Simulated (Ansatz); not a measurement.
```cif
data_structure
_symmetry_space_group_name_H-M 'P 1'
_symmetry_Int_Tables_number 1
_cell_length_a 5.5888
_cell_length_b 5.5888
_cell_length_c 9.1665
_cell_angle_alpha 90.000
_cell_angle_beta 90.000
_cell_angle_gamma 120.000
_cell_volume 247.95
loop_
_atom_site_label
_atom_site_type_symbol
_atom_site_fract_x
_atom_site_fract_y
_atom_site_fract_z
_atom_site_occupancy
Cs1 Cs 0.33333 0.66667 0.25000 1
Cs2 Cs 0.66667 0.33333 0.75000 1
```

Space group P6₃/mmc; set up as Cs, hcp; a generated structure, not necessarily the stable one; changed on purpose from its base cell (volume × 0.96).

All numbers below come from DFT, revPBE, plane waves (420 eV) with PAW, scalar-relativistic in Ansatz 0.2.0.

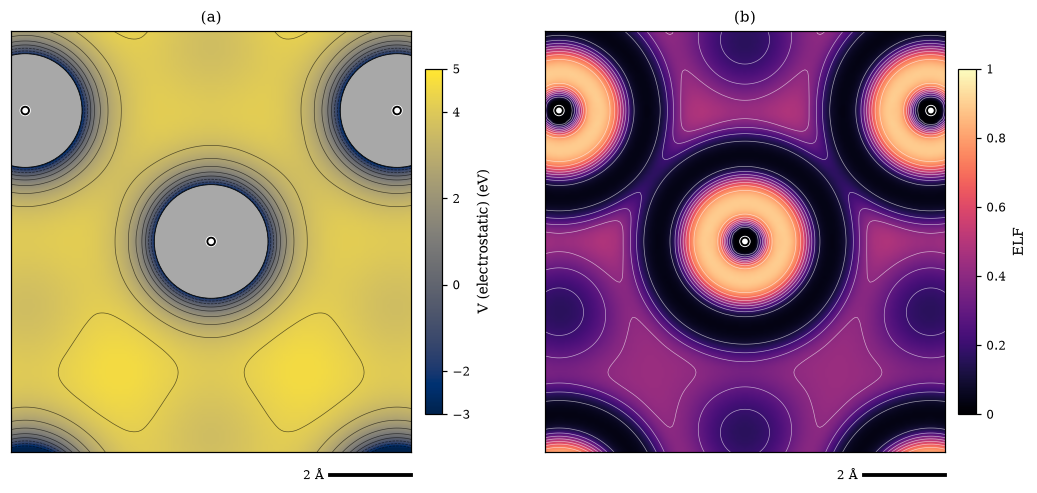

Cs. (a) electrostatic potential energy of an electron; (b) electron localisation function on the (110) plane of the conventional cell. Circles mark the nuclei in the plane (Cs). Grey discs cover the atomic cores in the potential map.

Core electrons are frozen (PAW), and the valence fields are smoothed inside the atomic spheres.

> Read the bonding off the picture.

- The section cuts through Cs sites.
- Cs–Cs (5.61 Å): the ELF is about 0.15 at the midpoint; no shared electron pair shows on this line.
- The features right at Cs lie inside the PAW spheres, where the map follows smoothed inner orbitals and isn't to be read closely.
- Outside the cores the potential energy rises away from the atoms and is highest about 4.0 Å from the nearest atoms; its zero is arbitrary.
